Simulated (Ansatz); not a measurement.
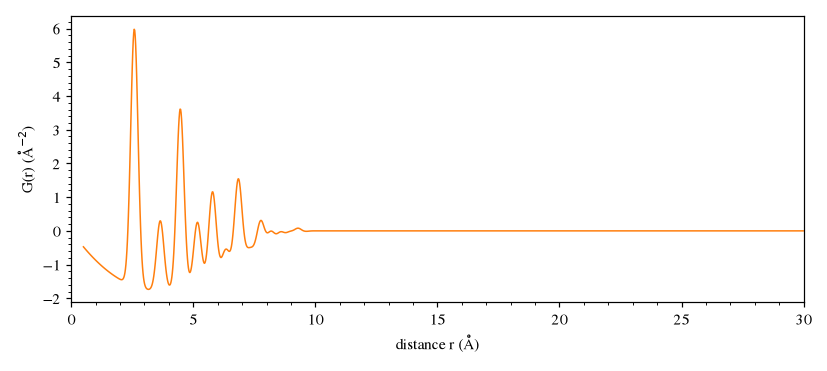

Computed X-ray G(r), with each pair weighted by the product of the atomic numbers (X-ray weights at Q = 0) and a uniform peak width σ = 0.15 Å, for spherical particles of Cr with the bulk structure: the bulk G(r) is multiplied by the envelope of a sphere of diameter D, 1 − 3r/2D + r³/2D³, with no surface relaxation. The number density is 0.0814 atoms per Å³. Basis of the simulation: the input geometry of an electronic-structure calculation (not necessarily at equilibrium); the starting structure was generated, so it need not be a known form of this composition.

How large are the particles?

About 10 Å (1.0 nm): the signal vanishes at r = D, fading from view somewhat earlier.

Roughly how many atoms does one particle hold?

About 43 (number density 0.0814 Å⁻³ times πD³/6).
